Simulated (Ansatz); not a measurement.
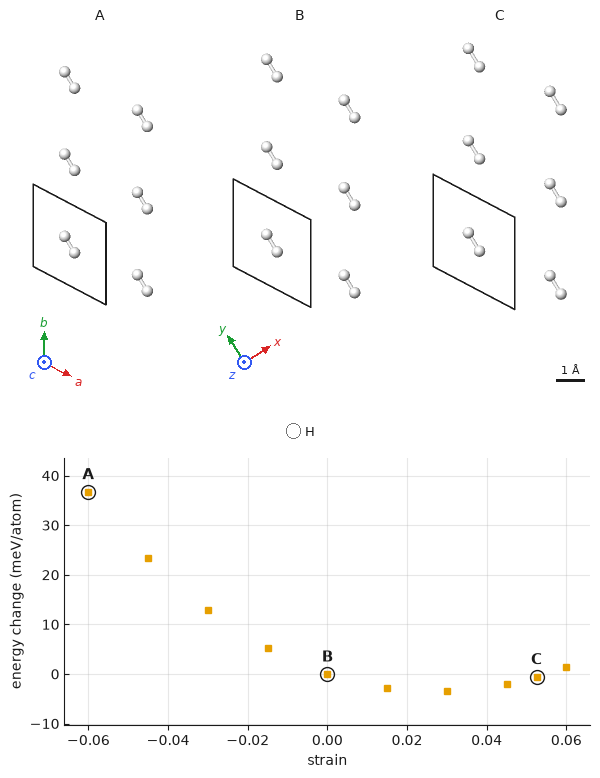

A scan of crystalline H (Cmcm): the cell is strained equally along x and y, with the atoms kept at their fractional coordinates. x, y and z are the Cartesian axes of the input. The lettered frames are marked on the plot. Style: ball-and-stick. Shown: the cell of the calculation, repeated 2 × 3 × 1 with one cell outlined, along the c axis.

Theory: DFT LDA, scalar-relativistic, plane waves, PAW in Ansatz. (plane-wave cutoff 420 eV; k-point mesh 8 × 8 × 4; occupations gaussian; smearing width 0.05 eV; no spin polarisation). Energies (free energies at the smearing named) are counted from the cell as listed in its source, which wasn't relaxed.

**Read off the main features of the energy profile.**

Of the computed points the lowest is at the strain 0.03, −3.4 meV/atom. The end points stand at 36.8 meV/atom (−0.06) and 1.4 meV/atom (0.06). The unrelaxed reference is under a pressure of 0.9 GPa, which tilts the curve. The distortion keeps the space group Cmcm. At the strain −0.06 the cell of the drawing goes a 3.191 → 2.999 Å, b 3.191 → 2.999 Å.
